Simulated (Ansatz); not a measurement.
Consider Ru (slab).

```
Ru
1.0
     2.68952    0.00000    0.00000
    -1.34476    2.32920    0.00000
     0.00000    0.00000   27.75576
Ru
7
Direct
  0.33333 0.66667 0.27277
  0.66667 0.33333 0.34638
  0.33333 0.66667 0.42304
  0.66667 0.33333 0.50000
  0.33333 0.66667 0.57696
  0.66667 0.33333 0.65362
  0.33333 0.66667 0.72723
```

Computed without spin polarisation.

Level of theory: DFT PBEsol, scalar-relativistic, plane waves, PAW in Ansatz.

### What will maps of the valence pseudo-density and electron localisation function show?

Ru–Ru (2.57 Å): the density is about 0.5 e/Å³ at the midpoint; the ELF is about 0.35 at the midpoint.
Ru–Ru (2.63 Å): ρ at the midpoint is about 0.44 e/Å³; the ELF is about 0.35 at the midpoint.

### Does the calculation give a band gap?

It is gapless in this calculation (a metal or semimetal).

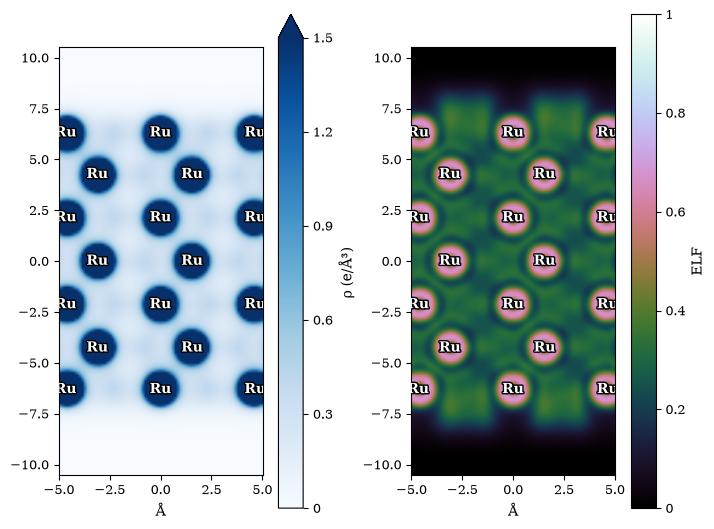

Computed valence pseudo-density and electron localisation function on the (110) plane of the calculation cell, a cut from vacuum to vacuum, in this order. 

Core electrons are frozen (PAW), and the valence fields are smoothed inside the atomic spheres.
